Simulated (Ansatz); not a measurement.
## Band-structure calculation, with input and output: PtSe2

System: PtSe2 (P-3m1, 3 atoms in the cell).
Method: DFT PBE+D3(BJ), spin-orbit coupling, plane waves, PAW (Ansatz 0.2.0).

The structure derives from an entry of the Crystallography Open Database.

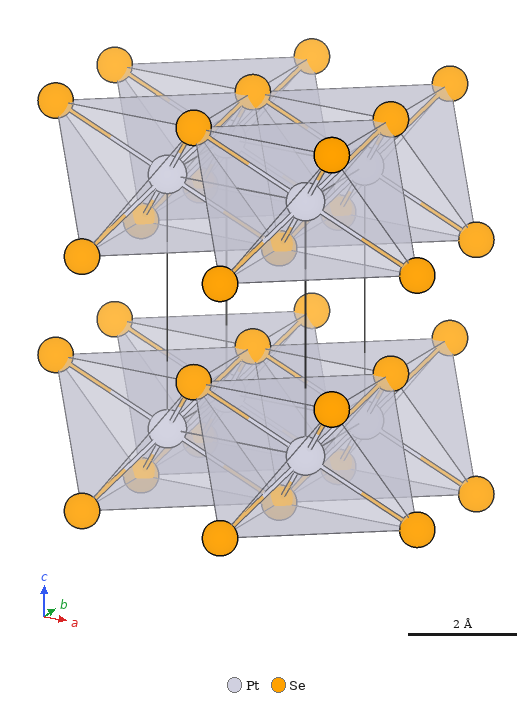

The structure (polyhedral view of the cell of the calculation, seen slightly off an axis; polyhedra are completed across the faces of the cell).

**The input**
```yaml
crystal:
  lattice:
    - [3.7714571397, 0.0, 0.0]
    - [-1.8857285698, 3.2661776923, 0.0]
    - [0.0, 0.0, 4.8233068483]
  atoms:
    - { symbol: Pt, position: [0.0, 0.0, 0.0] }
    - { symbol: Se, position: [0.3333333333, 0.6666666667, 0.2654558733] }
    - { symbol: Se, position: [0.6666666667, 0.3333333333, 0.7345441267] }
basis:
  ecutwfc: 420
kpoints:
  mp_grid: { grid: [15, 15, 10] }
  band_path:
    path:
      - [[0.0, 0.0, 0.0], [0.5, 0.0, 0.0], [0.33333333, 0.33333333, 0.0], [0.0, 0.0, 0.0], [0.0, 0.0, 0.5], [0.5, 0.0, 0.5], [0.33333333, 0.33333333, 0.5], [0.0, 0.0, 0.5]]
      - [[0.5, 0.0, 0.5], [0.5, 0.0, 0.0]]
      - [[0.33333333, 0.33333333, 0.5], [0.33333333, 0.33333333, 0.0]]
    npoints: 10
hamiltonian:
  xc: pbe
  dispersion: d3bj
scf:
  occupations: { method: gaussian, width: 0.1 }
output:
  forces: true
  stress: true
  eigenvalues: true
  populations: true
  dos: { projected: true, de: 0.02 }
  bader: false
  write_density: true
  write_potential: true
  elf: true
  volumetric_format: npy
magnetization:
  noncollinear: true
  spin_orbit: true
```

Hardware: 2 threads of Intel Xeon @ 2.50GHz (Skylake/Cascade Lake), 128 GiB of memory available, shared host.

Launch command:
```bash
ansatz run input.yaml --threads 2 --pin off --max-ram 5120MiB --backend cpu --events-out ev --progress --plain --runs-dir out
```

**What the program printed**
```
Engine: ansatz 0.2.0, x86_64-unknown-linux-gnu
Pseudopotentials: kind: paw_fr
Pseudopotential: Pt, paw_fr, valence charge 18, recommended cutoff 420 eV (normal), Pt.paw.azcp#standard-fr
Pseudopotential: Se, paw_fr, valence charge 16, recommended cutoff 420 eV (normal), Se.paw.azcp#standard-fr
Functional definition: PBE
  parameter kappa = 0.804
  parameter beta = 0.06672455060314922
  exchange = pbe_x(kappa = kappa, mu = beta*pi^2/3)
  correlation = pbe_c(beta = beta)
non-collinear run that drives no moment, with spin-orbit: no starting moment large enough to seed its density (crystal.atoms[].spin), no starting occupations that ask for one, no magnetisation constraint and no magnetic field, so the semilocal B_xc is pinned to zero
Crystal: 3 atoms, lattice volume = 59.415 Å³
Basis set: ecut = 420 eV, 1169 PW (Γ), exchange–correlation on 54×54×72 points (8 copies of the dense FFT grid, shifted against one another)
Bands: 60, of which v1, the nominal top of the filled ones, is band 50 counted from 1 (49 counted from 0)
Symmetry: 12 space group operations + 12 with time reversal
Magnetic group: BNS 164.86 (UNI 1316), of the structure as read, at distance tolerance 3.9e-5 Å
k-points: 238 of 2250
Projection manifold: j_resolved (fully-relativistic pseudo-atomic orbitals)
Non-local potential: Pt, projectors of the file, l = 0: 3, l = 1: 4, l = 2: 4, l = 3: 2
Non-local potential: Se, projectors of the file, l = 0: 2, l = 1: 4, l = 2: 6, l = 3: 2
PAW form: soft (Blöchl's): semilocal exchange-correlation on the pseudo side does not see the compensation charge
PAW one-centre angular grid: Pt, 590 points (default); XC on 64 Gauss nodes
PAW one-centre angular grid: Se, 590 points (default); XC on 96 Gauss nodes
Initial density: superposition of atomic densities (chi_scale 0.1, normalization cell, long waves kept (reshape's long-wave potential 0.01 eV rms))
Initial wavefunctions: pseudopotential atomic-orbital guess
Functional: x = pbe(κ = 0.804, μ = 0.2195149727645171), c = pbe(β = 0.06672455060314922)
SCF iter   1: F=—  HF=-23498.798543 eV  |F-HF|=—  |Δ(HF+E_count)|=         —  Δρ=5.08e-2  dr2=6.93e-1  dr2_m=0.00e0 (ungated)  ethr=3.10e-3  |M|=0.00e0 ∫|m|=0.00e0 μB  |m|>n=0.0e0 m-floor=0.0e0 τ_xc=0.0e0  β_m=0.30  ⟨swp⟩=6.5  Hψ=30481  notcnv=0  defer=182
preconditioner: auto → Kerker (q_TF=auto, 2.651 Å⁻¹)  [metal: Δε(μ)=0.021 eV  Ē_g=10.057 eV  σ=0.100 eV  W_gap=0.12  n_scr=22 (ndim 8)  ℏωp=22.6 eV  f_vac=0.008  D(μ)=0.63/eV (n_scr^D=2)]
spin=Noncollinear: Kerker preconditioning applied to the charge; magnetization (m_x, m_y, m_z) channels mix plain (no charge-response kernel on spin).
SCF iter   2: F=—  HF=-23498.731894 eV  |F-HF|=—  |Δ(HF+E_count)|=   6.66e-2  Δρ=3.56e-2  dr2=3.40e-1  dr2_m=0.00e0 (ungated)  ethr=1.39e-3  |M|=0.00e0 ∫|m|=0.00e0 μB  |m|>n=0.0e0 m-floor=0.0e0 τ_xc=0.0e0  β_m=0.60  ⟨swp⟩=2.0  Hψ=8892  notcnv=0  defer=1056
SCF iter   3: F=—  HF=-23498.674751 eV  |F-HF|=—  |Δ(HF+E_count)|=   5.71e-2  Δρ=8.88e-3  dr2=4.20e-2  dr2_m=0.00e0 (ungated)  ethr=6.81e-4  |M|=0.00e0 ∫|m|=0.00e0 μB  |m|>n=0.0e0 m-floor=0.0e0 τ_xc=0.0e0  β_m=0.77  ⟨swp⟩=2.7  Hψ=9439  notcnv=0  defer=1154
SCF iter   4: F=—  HF=-23498.668050 eV  |F-HF|=—  |Δ(HF+E_count)|=   6.70e-3  Δρ=1.72e-3  dr2=4.06e-3  dr2_m=0.00e0 (ungated)  ethr=8.39e-5  |M|=0.00e0 ∫|m|=0.00e0 μB  |m|>n=0.0e0 m-floor=0.0e0 τ_xc=0.0e0  β_m=0.77  ⟨swp⟩=2.2  Hψ=9939  notcnv=0  defer=1154
SCF iter   5: F=—  HF=-23498.667731 eV  |F-HF|=—  |Δ(HF+E_count)|=   3.19e-4  Δρ=9.76e-4  dr2=1.09e-3  dr2_m=0.00e0 (ungated)  ethr=8.13e-6  |M|=0.00e0 ∫|m|=0.00e0 μB  |m|>n=0.0e0 m-floor=0.0e0 τ_xc=0.0e0  β_m=0.83  ⟨swp⟩=2.0  Hψ=11537  notcnv=0  defer=1154
SCF iter   6: F=—  HF=-23498.667741 eV  |F-HF|=—  |Δ(HF+E_count)|=   1.01e-5  Δρ=3.60e-4  dr2=9.69e-5  dr2_m=0.00e0 (ungated)  ethr=2.18e-6  |M|=0.00e0 ∫|m|=0.00e0 μB  |m|>n=0.0e0 m-floor=0.0e0 τ_xc=0.0e0  β_m=0.92  ⟨swp⟩=2.0  Hψ=9152  notcnv=0  defer=1154
SCF iter   7: F=—  HF=-23498.667746 eV  |F-HF|=—  |Δ(HF+E_count)|=   5.74e-6  Δρ=1.09e-4  dr2=1.00e-5  dr2_m=0.00e0 (ungated)  ethr=1.94e-7  |M|=0.00e0 ∫|m|=0.00e0 μB  |m|>n=0.0e0 m-floor=0.0e0 τ_xc=0.0e0  β_m=0.96  ⟨swp⟩=2.0  Hψ=9371  notcnv=0  defer=1170
SCF iter   8: F=—  HF=-23498.667748 eV  |F-HF|=—  |Δ(HF+E_count)|=   1.12e-6  Δρ=3.11e-5  dr2=9.68e-7  dr2_m=0.00e0 (ungated)  ethr=2.01e-8  |M|=0.00e0 ∫|m|=0.00e0 μB  |m|>n=0.0e0 m-floor=0.0e0 τ_xc=0.0e0  β_m=0.98  ⟨swp⟩=2.0  Hψ=8987  notcnv=0  defer=1170
SCF iter   9: F=-23498.667748 eV  HF=-23498.667748 eV  |F-HF|=4.99e-8  |Δ(HF+E_count)|=   5.75e-7  Δρ=8.92e-6  dr2=7.54e-8  dr2_m=0.00e0 (ungated)  ethr=2.00e-10  |M|=0.00e0 ∫|m|=0.00e0 μB  |m|>n=0.0e0 m-floor=0.0e0 τ_xc=0.0e0  ⟨swp⟩=11.2  Hψ=50594  notcnv=0
SCF 1 converged in 9 iterations: F = -23498.667748 eV  dr2 = 7.54e-8
  greatest PAW one-centre occupation: 1.000 electrons in one spin orbital (limit 2), on the Pt atom at site 0 (counted from 0), in its partial waves of l = 0
NSCF: frozen V_eff on 93 k-points
SCF converged after 9 iterations
Magnetization: |M| = 0.0000 μB,  M = (+0.0000, +0.0000, +0.0000) μB
Absolute magnetization: 0.0000 μB (∫|m|)
  site 0: m = (+0.0000, +0.0000, +0.0000) μB, |m| = 0.0000 μB  (R = 1.04 Å)
  site 1: m = (+0.0000, +0.0000, +0.0000) μB, |m| = 0.0000 μB  (R = 1.04 Å)
  site 2: m = (+0.0000, +0.0000, +0.0000) μB, |m| = 0.0000 μB  (R = 1.04 Å)
Free energy (F): -23498.667748 eV
Harris-Foulkes:  -23498.667748 eV  (|F-HF|=4.99e-8)
Internal energy: -23498.664073 eV  (E = F + TS)
E sigma→0 (E₀):  -23498.665911 eV
Entropy (-TS):   -0.003675 eV (-1.225 meV/atom)
Fermi energy:    13.705585 eV
--- Per-component energies (eV) ---
  E_band       = -942.097699
  E_kinetic    = 874.457933
  E_local      = -6468.113968  (includes V_loc(G=0)·N_el)
  E_nonlocal   = -1001.336978
  E_hartree    = 3001.181897
  E_xc         = -470.897361
  E_vxc        = -500.296699  (∫ρ·V_xc dr)
  E_paw        = -13305.295839  (= ΣΔE_a)
  E_vpaw       = 150.824947  (= ΣTr[D̂ρ^β])
  E_aug_tail   = -0.001041  (compensation charges beyond the density's cutoff)
  E_ewald      = -6127.188471
  E_disp       = -1.470245  (pairwise vdW)
  E_smearing   = -0.003675  (= −TS)
  E_closure    = -0.000000  (closes the sum)
  Σ components = -23498.667748   (vs F -23498.667748, Δ=0.00e0)
--- Forces (eV/Å), atoms counted from 1 ---
  atom   1  Pt    -0.00000000    -0.00000000     0.00000000
  atom   2  Se    -0.00000000    -0.00000000     0.00470423
  atom   3  Se     0.00000000     0.00000000    -0.00470423
  max |Σ_I F_I| component: 9.47e-30 eV/Å
--- Stress (GPa, compression-positive) ---
       -0.002019       0.000000      -0.000000
        0.000000      -0.002019      -0.000000
       -0.000000      -0.000000       0.208350
  P = ⅓ Tr σ = 0.0681 GPa (0.681 kbar)
--- Band table (eV; the first three rows and the last of 238) ---
  k-point 0: bands = ["-85.5471", "-85.5471", "-50.8903", "-50.8903", "-35.9682", "-35.9682", "-35.9007", "-35.9007", "-35.3926", "-35.3926", "-35.3820", "-35.3820", "-35.3781", "-35.3781", "-35.3725", "-35.3725", "-34.5010", "-34.5010", "-34.4983", "-34.4983", "-34.4938", "-34.4938", "-34.4865", "-34.4865", "-34.4851", "-34.4851", "-34.4843", "-34.4843", "-2.0018", "-2.0018", "1.0971", "1.0971", "6.5075", "6.5075", "7.1740", "7.1740", "7.4837", "7.4837", "9.6399", "9.6399", "9.9507", "9.9507", "11.3183", "11.3183", "12.3428", "12.3428", "12.8871", "12.8871", "14.4818", "14.4818", "14.6919", "14.6919", "14.8194", "14.8194", "16.9732", "16.9732", "17.7744", "17.7744", "20.5702", "20.5702"]
  k-point 1: bands = ["-85.5471", "-85.5471", "-50.8903", "-50.8903", "-35.9682", "-35.9682", "-35.9007", "-35.9007", "-35.3925", "-35.3925", "-35.3819", "-35.3819", "-35.3782", "-35.3782", "-35.3726", "-35.3726", "-34.5010", "-34.5010", "-34.4983", "-34.4983", "-34.4936", "-34.4936", "-34.4864", "-34.4864", "-34.4852", "-34.4852", "-34.4845", "-34.4845", "-1.9530", "-1.9530", "0.9685", "0.9685", "6.6725", "6.6725", "7.1822", "7.1822", "7.4942", "7.4942", "9.6419", "9.6419", "9.9437", "9.9437", "11.3083", "11.3083", "12.2702", "12.2702", "12.7899", "12.7899", "14.1667", "14.1667", "14.8308", "14.8308", "14.9336", "14.9336", "17.0709", "17.0709", "18.0806", "18.0806", "20.5215", "20.5215"]
  k-point 2: bands = ["-85.5471", "-85.5471", "-50.8903", "-50.8903", "-35.9682", "-35.9682", "-35.9008", "-35.9008", "-35.3923", "-35.3923", "-35.3816", "-35.3816", "-35.3783", "-35.3783", "-35.3730", "-35.3730", "-34.5009", "-34.5009", "-34.4984", "-34.4984", "-34.4930", "-34.4930", "-34.4863", "-34.4863", "-34.4852", "-34.4852", "-34.4851", "-34.4851", "-1.8086", "-1.8086", "0.6330", "0.6330", "7.1038", "7.1038", "7.2040", "7.2040", "7.5293", "7.5293", "9.6518", "9.6518", "9.9260", "9.9260", "11.2692", "11.2692", "12.0970", "12.0970", "12.5756", "12.5756", "13.4740", "13.4740", "15.1628", "15.1628", "15.2203", "15.2203", "17.3685", "17.3685", "18.7350", "18.7350", "20.3724", "20.3724"]
  k-point 237: bands = ["-85.5469", "-85.5469", "-50.8916", "-50.8916", "-35.9694", "-35.9694", "-35.9046", "-35.9046", "-35.3916", "-35.3916", "-35.3858", "-35.3858", "-35.3789", "-35.3789", "-35.3749", "-35.3749", "-34.4994", "-34.4994", "-34.4989", "-34.4989", "-34.4917", "-34.4917", "-34.4902", "-34.4902", "-34.4849", "-34.4849", "-34.4841", "-34.4841", "0.0569", "0.0569", "0.1066", "0.1066", "7.1471", "7.1471", "7.2318", "7.2318", "7.6950", "7.6950", "9.0622", "9.0622", "9.1948", "9.1948", "9.2767", "9.2767", "10.2725", "10.2725", "11.1643", "11.1643", "11.4250", "11.4250", "15.9561", "15.9561", "16.0701", "16.0701", "20.2391", "20.2391", "20.9719", "20.9719", "21.3209", "21.3209"]
--- Löwdin populations: 3 sites ---
  site symbol       q [e]
     0     Pt     17.4786
     1     Se     16.1511
     2     Se     16.1511
  spilling = 0.004386 (of n_electrons = 50.000000)
```

**File populations.tsv**
```
# site	symbol	l	j	q
# orbitals = lowdin
# n_electrons = 50.000000
# spilling = 0.004386
0	Pt	0_5S	0.5	1.983712
0	Pt	0_6S	0.5	0.781221
0	Pt	1_5P	0.5	1.999445
0	Pt	1_5P	1.5	3.998303
0	Pt	2_5D	1.5	3.664701
0	Pt	2_5D	2.5	5.051173
1	Se	0_4S	0.5	1.892500
1	Se	1_4P	0.5	1.431330
1	Se	1_4P	1.5	2.827366
1	Se	2_3D	1.5	3.999941
1	Se	2_3D	2.5	5.999937
2	Se	0_4S	0.5	1.892500
2	Se	1_4P	0.5	1.431330
2	Se	1_4P	1.5	2.827366
2	Se	2_3D	1.5	3.999941
2	Se	2_3D	2.5	5.999937
```

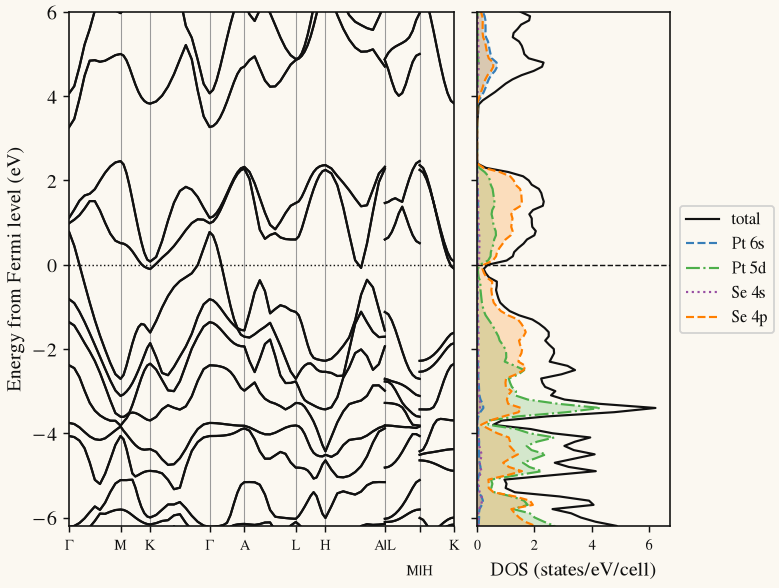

Band structure along Γ–M–K–Γ–A–L–H–A|L–M|H–K and density of states (projected on Löwdin-orthogonalised atomic shells), with energies from the Fermi level. Bands cross the Fermi level: a metal at this level of theory.

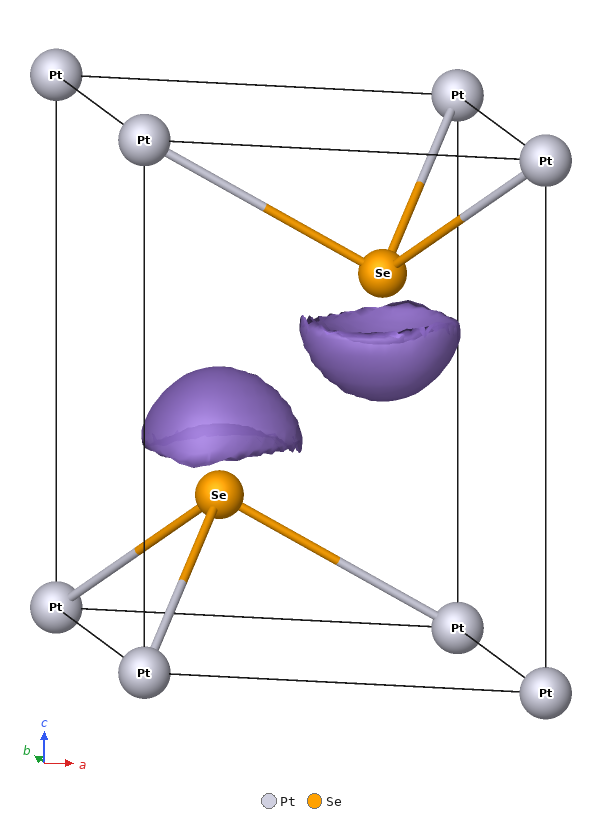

Isosurface of the electron localisation function at 0.8 (purple), seen slightly off an axis. Only the valence region is drawn (cores and ρ < 0.01 e/Å³ removed). Sticks mark near contacts. The outline is the cell set on symmetry axes. Profiles from the grid: Pt–Se (2.53 Å): the ELF is about 0.50 at the midpoint. Core electrons are frozen (PAW), so the fields are smoothed inside the atomic spheres.

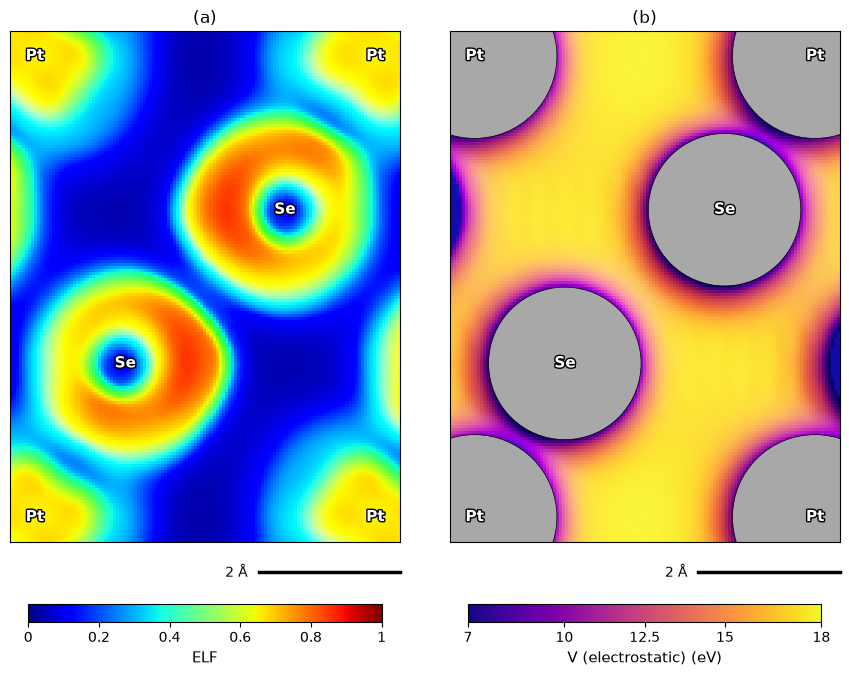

(a) ELF; (b) electrostatic potential energy of an electron on the (110) plane of the conventional cell. Grey discs, where drawn, cover atomic cores. Atoms in the plane: Pt and Se. Pt–Se (2.53 Å): the ELF is about 0.50 at the midpoint. The strong features right at Pt lie inside the PAW spheres (semicore, d or f shells) and say nothing about bonding. Outside the cores the potential energy rises away from the atoms and is highest about 2.4 Å from the nearest atoms; outside the discs it spans about 11 eV, and its zero is arbitrary.

**Key numbers**

| quantity | value |
| --- | --- |
| outcome | converged |
| space group (tolerance 0.01 Å) | P-3m1 (164) |
| electrons treated | 50 |
| free energy | −23498.6677 eV |
| Fermi energy | 13.706 eV |
| gap on the k-point mesh | none (metallic) |
| net moment of the cell | 0.00 μB |
| integrated absolute moment | 0.00 μB |
| pressure | 0.07 GPa |
| largest force (length of the vector) | 0.005 eV/Å |
| wall time | 1.9 min (CPU time 3.6 min) |
| peak memory | 1.5 GiB |
